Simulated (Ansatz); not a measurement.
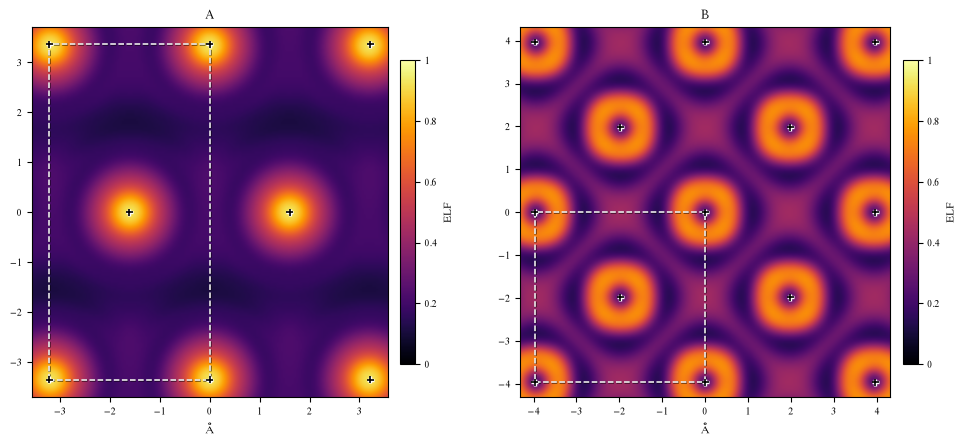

The electron localisation function of 2 systems, each on a plane through atoms (crosses mark nuclei in the plane).

Theory: DFT, RPBE, plane waves (420 eV) with PAW, scalar-relativistic (Ansatz 0.2.0).

System 1: Mo, the (010) plane of the conventional cell. Space group Fm-3m; set up as Mo, fcc; a generated structure, not necessarily the stable one; changed on purpose from its base cell (volume × 0.96); computed pressure about 10 GPa in this cell; computed without spin polarisation.

```
Mo
1.0
     3.96783    0.00000    0.00000
     0.00000    3.96783    0.00000
     0.00000    0.00000    3.96783
Mo
4
Direct
  0.00000 0.00000 0.00000
  0.50000 0.50000 0.00000
  0.50000 0.00000 0.50000
  0.00000 0.50000 0.50000
```

System 2: Cd, the (001) plane of the conventional cell. Space group C2/c; set up as Cd, beta-Sn type; a generated structure, not necessarily the stable one; changed on purpose from its base cell (volume × 1.12); computed pressure about −2 GPa in this cell.

> Which map belongs to which system?

Panel A is system 2, Cd: the plane holds Cd. Cd–Cd (3.22 Å): the ELF is about 0.20 at the midpoint; no localised pair shows between them. Panel B is system 1, Mo: the plane holds Mo. Mo–Mo (2.81 Å): the ELF is about 0.30 at the midpoint: no localised pair shows between them.
